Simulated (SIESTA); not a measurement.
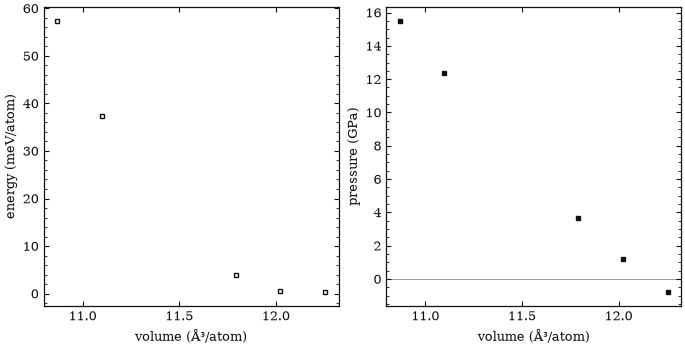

The figure shows the energy and pressure against volume for ZnF₂, space group P4_2/mnm (No. 136).

Cell as given: a = 4.705 Å, b = 4.705 Å, c = 3.134 Å, α = 90.00°, β = 90.00°, γ = 90.00°; 6 atoms.

Method: DFT in numerical atomic orbitals with pseudopotentials, no spin polarisation; energies at scaled volumes of the given cell, shape and fractions fixed, counted from the fit's minimum, third-order Birch-Murnaghan fit (SIESTA 5.4.2). Level: PBE.

```
         setting                                                                     value
          k mesh                                                                     6×6×9
     occupations                                                               Fermi–Dirac
  smearing width                                                                   0.05 eV
      potentials  PseudoDojo 0.4 standard, converted to PSML, two zetas on semicore shells
program settings                                             basis DZP, mesh cutoff 800 Ry
```

The points at volume 11.33 Å³/atom and 11.56 Å³/atom are left out of the plot. What values does the calculation give there?

| volume (Å³/atom) | energy (meV/atom) | pressure (GPa) |
| --- | --- | --- |
| 11.33 | 21.84 | 9.01 |
| 11.56 | 11.07 | 6.10 |

Caveats: mulliken charges of long orbitals; short basis over semicore shells; valence orbitals made in semicore potential; shape and atomic fractions are frozen while scaling, which makes layered, chain and framework solids too stiff.
